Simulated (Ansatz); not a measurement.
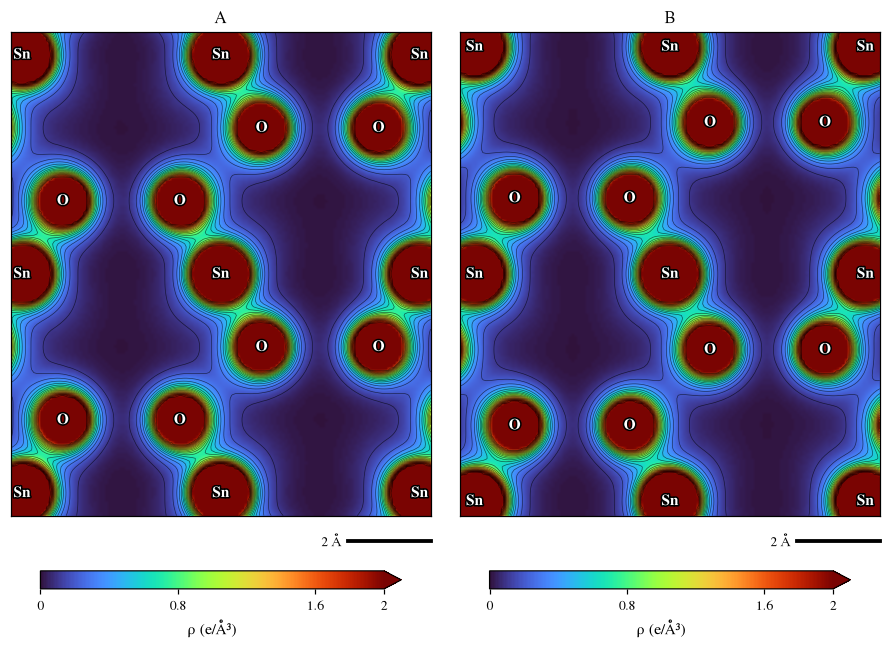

SnO$_{2}$. The valence electron density of two cells that differ in size and shape, on the (110) plane of each (indices in the axes of the calculation cell), at one length scale and on one colour scale; one has 13.1 and the other 13.9 Å³ an atom.

Method: DFT LDA+D3(BJ), scalar-relativistic, plane waves, PAW (Ansatz 0.2.0).

Core electrons are frozen (PAW), and the valence fields are smoothed inside the atomic spheres.

The larger cell:

```cif
data_structure
_symmetry_space_group_name_H-M 'P 1'
_symmetry_Int_Tables_number 1
_cell_length_a 3.1832
_cell_length_b 3.1832
_cell_length_c 9.4802
_cell_angle_alpha 90.000
_cell_angle_beta 90.000
_cell_angle_gamma 120.000
_cell_volume 83.19
loop_
_atom_site_label
_atom_site_type_symbol
_atom_site_fract_x
_atom_site_fract_y
_atom_site_fract_z
_atom_site_occupancy
Sn1 Sn 0.00000 0.00000 0.50000 1
Sn2 Sn 0.00000 0.00000 0.00000 1
O1 O 0.66667 0.33333 0.39709 1
O2 O 0.66667 0.33333 0.10291 1
O3 O 0.33333 0.66667 0.60291 1
O4 O 0.33333 0.66667 0.89709 1
```

The smaller cell: a = 3.070 Å, b = 3.070 Å, c = 9.646 Å, α = 90.00°, β = 90.00°, γ = 120.00°.

Which panel shows the smaller cell, and what does the compression change?

Answer. Panel A is the smaller cell, by 5 % in volume. From the larger cell to the smaller, Sn–O goes from 2.08 to 2.03 Å, and the density at its midpoint from 0.66 to 0.73 e/Å³; the pressure goes from −1.7 to 13 GPa; the Kohn–Sham gap goes from 1.8 eV to 2.6 eV.
